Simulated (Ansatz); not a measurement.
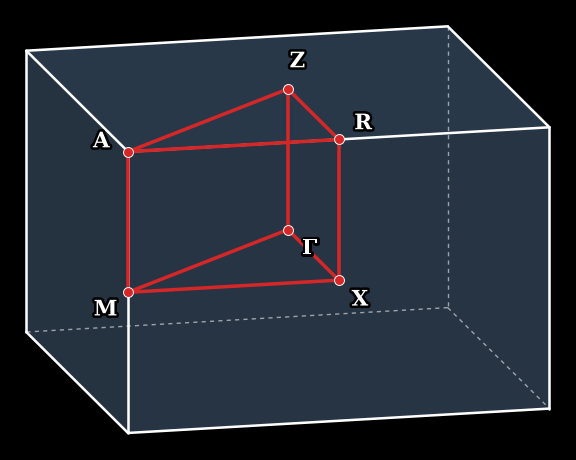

Crystal: PbS, the geometry relaxed with DFT PBE+D3(BJ), scalar-relativistic, plane waves, PAW (Ansatz). The figure shows the first Brillouin zone with its special points and a band path. All values are computed from the atomic coordinates in the standard setting (tolerance 0.002 Å).

Labels and path follow the convention of Hinuma et al. (2017), as computed by seekpath.

Question: What lattice type do the shape and the labels point to?

Answer: A primitive tetragonal lattice (tP; extended symbol tP1). The zone is a parallelepiped in its combinatorial type: 6 faces (6 with 4 edges), 12 edges, 8 vertices.

Question: In which order does the conventional band path visit the special points?

Answer: Γ–X–M–Γ–Z–R–A–Z | X–R | M–A
